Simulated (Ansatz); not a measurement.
# A series of single points on Ge

System: Ge (P6₃/mmc, 2 atoms in the cell).
Method: DFT, BLYP, plane waves (420 eV) with PAW, scalar-relativistic, no spin polarisation (Ansatz 0.2.0).

The 5 runs differ only in the geometry, by an even scaling of the cell at fixed fractional positions.

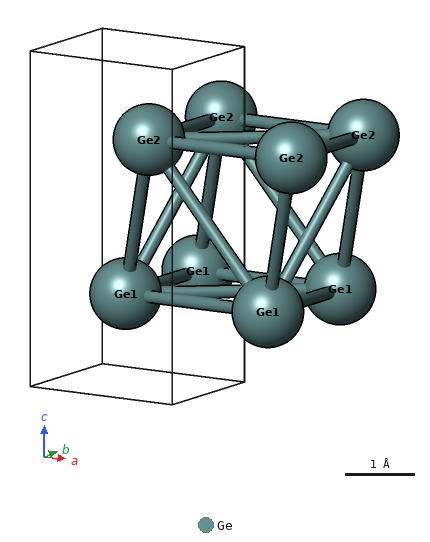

Figure 1. The structure of run 3 (ball-and-stick view of the cell of the calculation, repeated 2 × 2 × 1, seen slightly off an axis; atoms are numbered from 1 in the order of the input).

## Input of run 3
```yaml
crystal:
  lattice:
    - [3.1814199281, 0.0, 0.0]
    - [-1.5907099641, 2.7551904779, 0.0]
    - [0.0, 0.0, 4.9203052324]
  atoms:
    - { symbol: Ge, position: [0.3333333333, 0.6666666667, 0.25] }
    - { symbol: Ge, position: [0.6666666667, 0.3333333333, 0.75] }
hamiltonian:
  xc: blyp
  pseudopotentials:
    kind: paw
    azcp:
      Ge: "pseudopotentials/Ge.paw.azcp"
basis:
  ecutwfc: 420
  fft_grid_basis: typed
kpoints:
  mp_grid: { grid: [13, 13, 7], shift: [0, 0, 0] }
magnetization:
  spin_polarized: false
scf:
  occupations: { method: fermi_dirac, width: 0.1 }
  lower_state_search: "off"
output:
  stress: true
```

Run 4 differs from it as follows:
```diff
-    - [3.1814199281, 0.0, 0.0]
-    - [-1.5907099641, 2.7551904779, 0.0]
-    - [0.0, 0.0, 4.9203052324]
+    - [3.2232855177, 0.0, 0.0]
+    - [-1.6116427588, 2.791447142, 0.0]
+    - [0.0, 0.0, 4.9850535158]
```

## Results, with one run withheld

```tsv
run	volume per atom (Å³)	free energy per atom, from the lowest run given (meV)	pressure (GPa)
1	19.839	23.91	4.76
2	20.702	5.60	2.14
3	21.564	0.00	0.02
4	22.427	?	?
5	24.152	37.11	−4.16
```

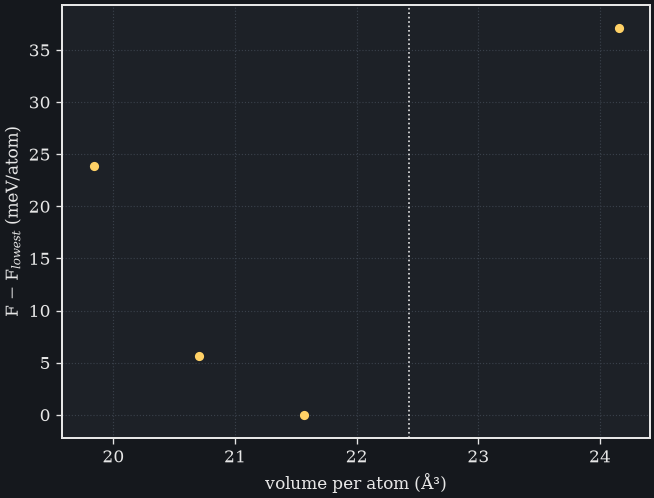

Figure 2. Free energy per atom of the runs given; the dotted line marks run 4.

Fit the runs given and predict run 4.

A quadratic polynomial in V^(−2/3) (the Birch–Murnaghan form), fitted to the 4 runs given, misses them by at most 0.06 meV per atom. With x = V^(−2/3) − 0.12946 Å⁻², it reads F = 0.047059 + 405.97 x + 4.2928e+05 x² (meV per atom). At run 4 it gives 4.47 meV per atom, and the run itself gives 4.65. The slope of the fit gives a pressure −dF/dV of −1.67 GPa there, and the run prints −1.69 GPa. The fit has its minimum at 21.586 Å³ per atom, where V d²F/dV² gives 47.1 GPa. Cell shape and fractional positions are held, so this is the stiffness under even scaling; the relaxed bulk modulus wasn't computed.

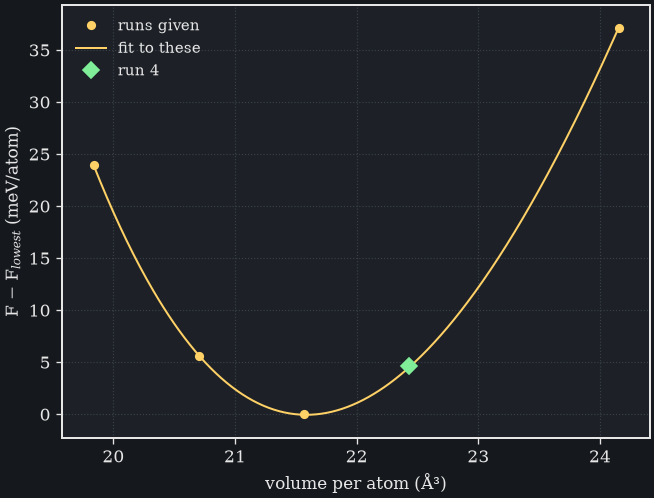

Figure 3. The fit and the withheld run.

## Output, shortened to warnings, some set-up lines, iterations and results (run 4)
```
Basis set: ecut = 420 eV, 881 PW (Γ), exchange–correlation on 48×48×72 points (8 copies of the dense FFT grid, shifted against one another)
Symmetry: 24 space group operations
k-points: 84 of 1183
Initial density: superposition of atomic densities (neutral atoms: chi_scale 0, normalization atom), corrected by the library's trained network
[...]
SCF iter   1: F=—  HF=-8609.417968 eV  |F-HF|=—  |Δ(HF+E_count)|=         —  Δρ=7.36e-3  dr2=2.25e-2  ethr=1.77e-3  ⟨swp⟩=4.8  Hψ=6140  notcnv=0
SCF iter   2: F=—  HF=-8609.413523 eV  |F-HF|=—  |Δ(HF+E_count)|=   4.44e-3  Δρ=4.87e-3  dr2=1.07e-2  ethr=8.05e-5  ⟨swp⟩=1.0  Hψ=2184  notcnv=0
SCF iter   3: F=—  HF=-8609.411289 eV  |F-HF|=—  |Δ(HF+E_count)|=   2.23e-3  Δρ=1.25e-3  dr2=3.90e-4  ethr=3.84e-5  ⟨swp⟩=2.8  Hψ=2631  notcnv=0
SCF iter   4: F=—  HF=-8609.411082 eV  |F-HF|=—  |Δ(HF+E_count)|=   2.07e-4  Δρ=2.95e-4  dr2=4.01e-5  ethr=1.39e-6  ⟨swp⟩=2.0  Hψ=2672  notcnv=0
SCF iter   5: F=—  HF=-8609.411143 eV  |F-HF|=—  |Δ(HF+E_count)|=   6.09e-5  Δρ=1.83e-4  dr2=9.20e-6  ethr=1.43e-7  ⟨swp⟩=2.8  Hψ=2808  notcnv=0
SCF iter   6: F=—  HF=-8609.411138 eV  |F-HF|=—  |Δ(HF+E_count)|=   4.70e-6  Δρ=5.98e-5  dr2=1.10e-6  ethr=3.29e-8  ⟨swp⟩=2.0  Hψ=2679  notcnv=0
SCF iter   7: F=-8609.411138 eV  HF=-8609.411138 eV  |F-HF|=5.88e-9  |Δ(HF+E_count)|=   3.42e-8  Δρ=8.38e-6  dr2=2.54e-8  ethr=3.57e-10  ⟨swp⟩=2.3  Hψ=5749  notcnv=0
SCF 1 converged in 7 iterations: F = -8609.411138 eV  dr2 = 2.54e-8
SCF converged after 7 iterations
Free energy (F): -8609.411138 eV
Harris-Foulkes:  -8609.411138 eV  (|F-HF|=5.88e-9)
Internal energy: -8609.374975 eV  (E = F + TS)
E sigma→0 (E₀):  -8609.393057 eV
Entropy (-TS):   -0.036163 eV (-18.082 meV/atom)
Fermi energy:    9.136244 eV
--- Per-component energies (eV) ---
  E_band       = -279.505515
  E_kinetic    = 218.451727
  E_local      = -4527.311053  (includes V_loc(G=0)·N_el)
  E_nonlocal   = 818.982582
  E_hartree    = 1970.236786
  E_xc         = -147.469434
  E_vxc        = -123.353381  (∫ρ·V_xc dr)
  E_paw        = -4053.172460  (= ΣΔE_a)
  E_vpaw       = -606.745163  (= ΣTr[D̂ρ^β])
  E_aug_tail   = 0.000486  (compensation charges beyond the density's cutoff)
  E_ewald      = -2889.314944
  E_core_change = 0.221336  (= ΣΔE_core)
  E_smearing   = -0.036163  (= −TS)
  E_closure    = -0.000000  (closes the sum)
  Σ components = -8609.411138   (vs F -8609.411138, Δ=0.00e0)
--- Stress (GPa, compression-positive) ---
       -1.859477       0.000000       0.000000
        0.000000      -1.859477       0.000000
        0.000000       0.000000      -1.340685
  P = ⅓ Tr σ = -1.6865 GPa (-16.865 kbar)
```
